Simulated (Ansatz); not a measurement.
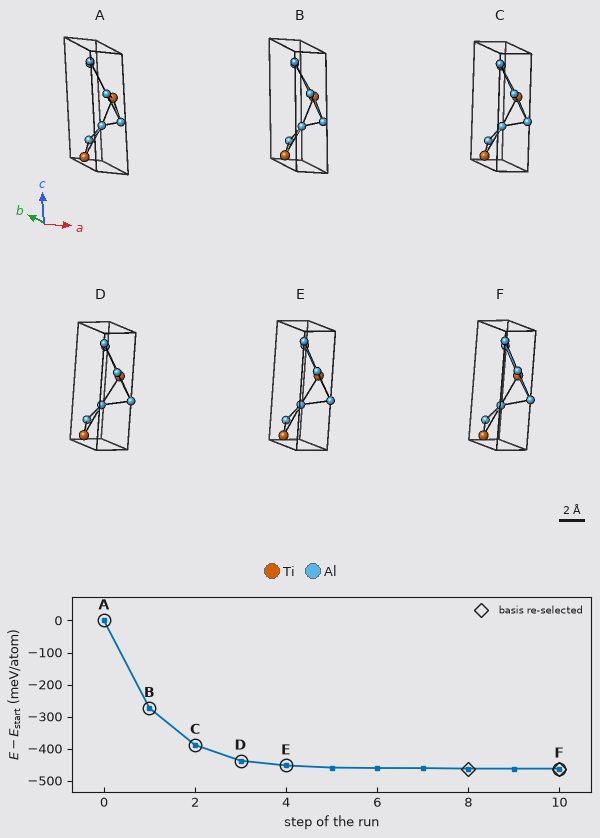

Frames of a relaxation of solid TiAl$_{3}$ (set up in P1), marked on the history of the run. Style: ball-and-stick. Shown: the cell of the calculation, slightly off an axis.

Case: all atoms moved at random, sigma 0.25 Å for each component, cell strained at random, sigma 0.1; relaxed back.

Computed with Ansatz 0.2.0, DFT PBEsol, scalar-relativistic, plane waves, PAW. Settings: plane-wave cutoff 420 eV; k-point mesh 12 × 8 × 4; occupations gaussian; smearing width 0.15 eV; no spin polarisation; cell and atoms relaxed; force threshold 0.01 eV/Å; at most 80 steps.

What happens along the run?

Answer. The energy falls by 462 meV per atom in 8 accepted moves (10 points after the start). Largest force component: 4.5 eV/Å at the start, 0.0011 eV/Å at the end. The pressure goes from 6.51 to 0.01 GPa. The SCF was repeated twice at an unchanged geometry on a basis and grid sized afresh for the cell, which shifted the energy by 1.6 meV per atom at most. An Al atom moves most relative to the cell: 0.41 Å roughly along −a. By element the largest moves are Al 0.41 Å, Ti 0.35 Å. The drawn cell changes as follows: a 3.013 → 2.782 Å (−7.6 %), b 4.648 → 4.667 Å (+0.4 %), c 9.900 → 9.793 Å (−1.1 %), α 83.5° → 90.0°, β 102.5° → 90.0°, γ 87.8° → 90.0°; the volume changes by −5.2 %. Among the contacts that change: Al–Al 3.690 → 2.845 Å, Al–Al 3.653 → 2.849 Å, Al–Al 2.185 → 2.850 Å, Al–Ti 3.463 → 2.811 Å. New bonds form, among them: Al–Ti (3.46 → 2.81 Å), Al–Ti (3.47 → 2.82 Å). The space group (tolerance 0.01 Å) goes from P1 (No. 1) to Pmm2 (No. 25). From step 0 to 1: a Ti atom moves most (0.17 Å), volume −5.0 %, energy −273 meV per atom. From step 1 to 2: an Al atom moves most (0.19 Å), volume −2.1 %, energy −115 meV per atom. From step 2 to 3: Al atoms move most (0.17 Å), volume −0.7 %, energy −49.1 meV per atom. From step 3 to 4: an Al atom moves most (0.05 Å), volume +3.7 %, energy −15.0 meV per atom. From step 4 to 10: Ti and Al atoms move most (0.07 Å), volume −1.1 %, energy −9.8 meV per atom.
